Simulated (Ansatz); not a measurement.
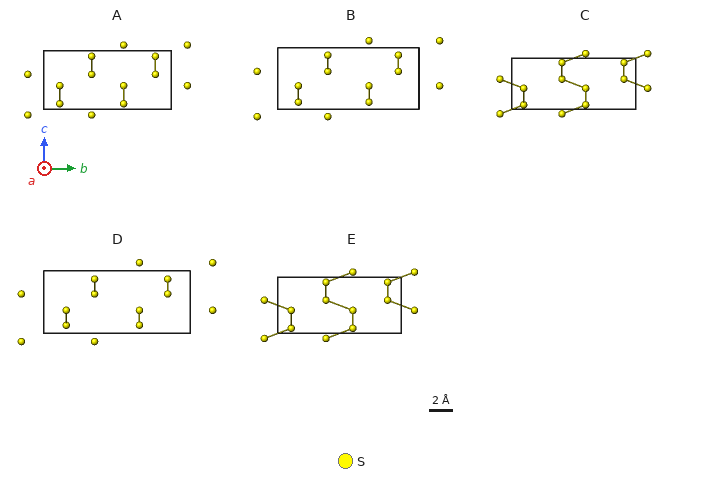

5 geometries from one relaxation of a crystal of S (a generated structure, set up in Cmce) (coarse preliminary run), in shuffled order. Style: ball-and-stick. Shown: the conventional cell (2 times the calculation's cell), along the a axis. Lengths and directions refer to the drawn axes.

Case: P → S on all its sites, cell and atoms relaxed.

These are results of Ansatz, DFT r2SCAN, scalar-relativistic, plane waves, PAW, not measurements. Settings: plane-wave cutoff 500 eV; k-point mesh 6 × 6 × 4; occupations gaussian; smearing width 0.1 eV; no spin polarisation; cell and atoms relaxed; force threshold 0.05 eV/Å; at most 60 steps.

Question: Put them in the order of the run, from the start to the converged end.

Answer: C, E, A, B, D. They are steps 0, 2, 3, 6, 10, at +809 meV per atom, +545 meV per atom, +244 meV per atom, +56.3 meV per atom relative to the last. After 9 accepted moves (10 points after the start) the energy has fallen by 809 meV per atom. Largest force component: 1.6 eV/Å at the start, 0.013 eV/Å at the end. The pressure goes from 10.62 to −0.05 GPa. The SCF was repeated once at an unchanged geometry on a basis and grid sized afresh for the cell, which shifted the energy by 1.4 meV per atom at most. The largest moves relative to the cell, 0.78 Å, are those of S atoms. The drawn cell changes as follows: a 3.260 → 3.290 Å (+0.9 %), b 10.886 → 12.849 Å (+18.0 %), c 4.500 → 5.487 Å (+21.9 %); the volume changes by +45.2 %. Among the contacts that change: S–S 2.225 → 4.197 Å, S–S 2.184 → 2.102 Å. Bonds break: S–S (2.22 → 4.20 Å). Bond angles that change, for instance: S–S–S 96.5° → 103.0°. The space group stays Cmce (No. 64).
